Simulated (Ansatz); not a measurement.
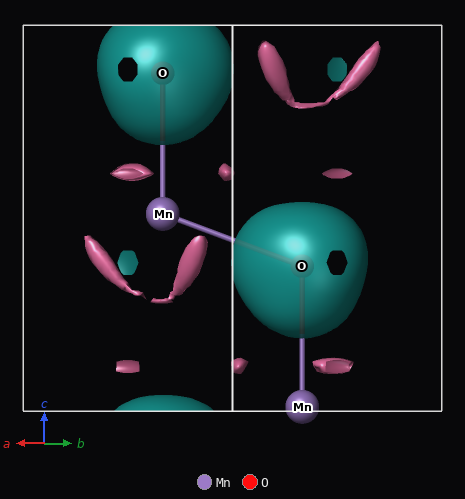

Figure. MnO. Density of the crystal less the sum of free-atom densities: teal surfaces at +0.05 and pink ones at −0.05 e/Å³, in the conventional cell seen along [110] (the regions close to the nuclei are left out). Cores are masked to 0.9 Å (Mn) and 0.6 Å (O).

Space group P6_3mc; not relaxed (largest force 0.9 eV/Å); the calculation finds a residual pressure of about 11 GPa at this fixed cell; spin-polarised. Net moment 10.0 μB in the 4-atom cell of the calculation; other magnetic orders weren't tried. Effective Hubbard U: 3.9 eV on Mn d. Another magnetic order may lie lower.

All numbers below come from Ansatz, DFT PBE+U, scalar-relativistic, plane waves, PAW.

In a PAW calculation such maps are meaningful between the atoms, not at the nuclei.

```xyz
4
Lattice="3.3717 0.0000 0.0000 -1.6859 2.9200 0.0000 0.0000 0.0000 5.3855" Properties=species:S:1:pos:R:3 pbc="T T T"
Mn    0.0000    1.9467    0.0590
Mn    1.6859    0.9733    2.7518
O     0.0000    1.9467    2.0221
O     1.6859    0.9733    4.7148
```

### Read the map: where is density gained and where lost?

Mn–O (1.96 Å): Δρ is +0.06 e/Å³ at the midpoint (close to a masked core, so read it with care). Mn–Mn (3.32 Å): Δρ is +0.006 e/Å³ at the midpoint. Over the whole cell, outside the masked cores, the largest gain lies at the edge of the masked core of O, and the largest loss, 0.05 e/Å³, lies 1.0 Å from a manganese nucleus and 1.6 Å from an oxygen one. In all about 0.27 e an atom is rearranged against the free atoms. Bader charges: Mn +1.41 and O −1.41 e.

The SCF state may not be the lowest one: other magnetic or orbital orders weren't excluded.
